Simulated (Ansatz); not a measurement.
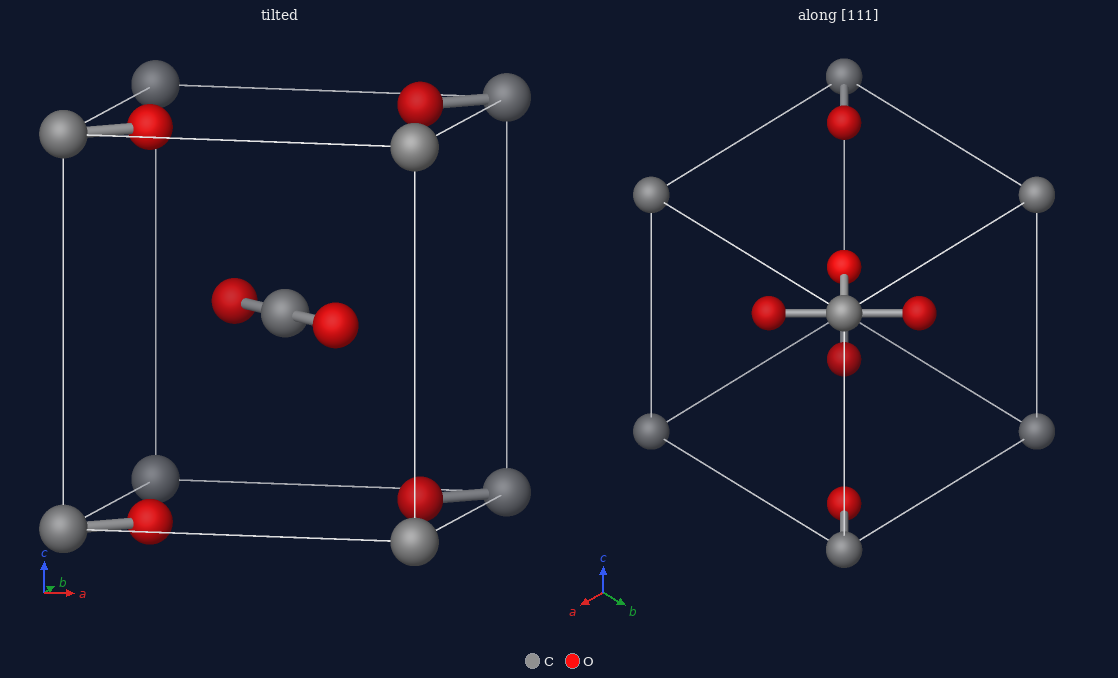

View slightly off an axis and along [111], drawn as a ball-and-stick model. The lines enclose the conventional unit cell; boundary atoms appear with their images. Cell: a = 4.207 Å, b = 4.207 Å, c = 4.621 Å, α = 90.00°, β = 90.00°, γ = 90.00°.

Summary of the structure:

- It has the composition CO2.
- It belongs to space group P4_2/mnm (No. 136) and has a primitive tetragonal lattice.
- With Z = 2, the cell contains 2 C, 4 O.
- C is linked to two O in a linear arrangement at about 1.2 Å. About every O there is one C at about 1.2 Å.
- The bonds build separate CO2 groups.

Its origin is a structure listed in the Materials Project. The cell was then strained or its atoms displaced on purpose. An electronic-structure calculation with Ansatz was run on it.

At this level of theory the run's own cell isn't at rest (compressed, at 5 GPa), so its distances can differ from those at equilibrium, the more so the softer the solid.
